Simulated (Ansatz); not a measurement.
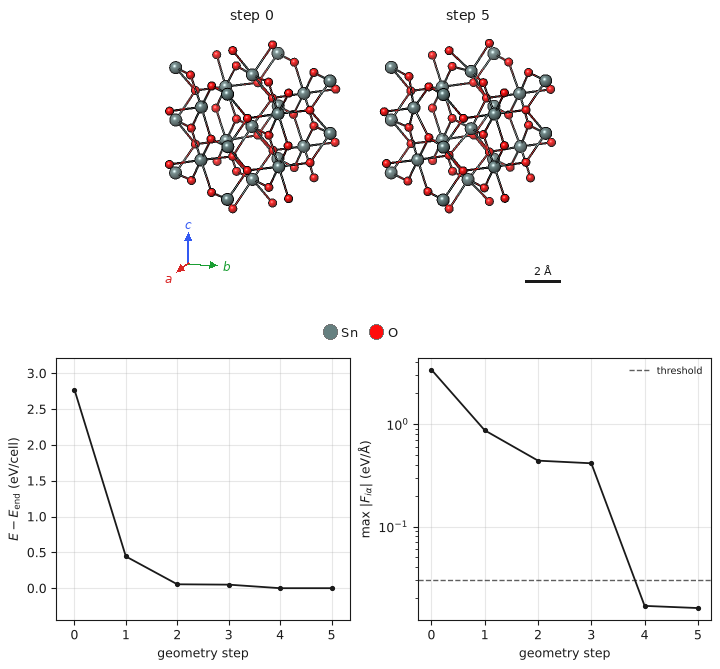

First and last geometry of a relaxation of a defect cell of composition Sn24O47 (cell charge +2), with the history of the run. Style: ball-and-stick. Shown: the atoms within 5.8 Å of the atom that moves most (axes of the cell of the calculation (origin shifted)), slightly off an axis.

The atoms of the start lie slightly off their symmetric places, so part of the fall in energy undoes that.

These are results of DFT, PBEsol, PAW, plane waves in Ansatz 0.2.0, not measurements. Set-up: plane-wave cutoff 420 eV; k-point mesh 1 × 1 × 1; mesh shifted by (0.25, 0.25, 0.25); no spin polarisation; atoms relaxed in a fixed cell; force threshold 0.03 eV/Å; at most 80 steps.

Question: What do the curves and the structures tell?

Answer: It converged. Over 5 geometry steps the energy falls by 2.772 eV per cell of the calculation. Largest force component: 3.4 eV/Å at the start, 0.016 eV/Å at the end. A Sn atom moves most: 0.27 Å along [−1 1 −1]. By element the largest moves are Sn 0.27 Å, O 0.17 Å. The cell stays as it was. Near-neighbour distances that change, for instance: O–Sn 2.131 → 1.969 Å, O–Sn 2.085 → 1.956 Å, O–Sn 2.068 → 2.188 Å, O–Sn 2.015 → 2.099 Å. Bond angles that change, for instance: Sn–O–Sn 99.3° → 120.2°, O–Sn–O 178.9° → 161.6°, O–Sn–O 177.8° → 161.5°. The run took 5.5 s on 1 × NVIDIA GB200 with 8 threads of Arm Neoverse-V2, peak memory 1.9 GiB.

Limits of the set-up: the cell is charged, on a uniform background, and energies carry no finite-size correction.
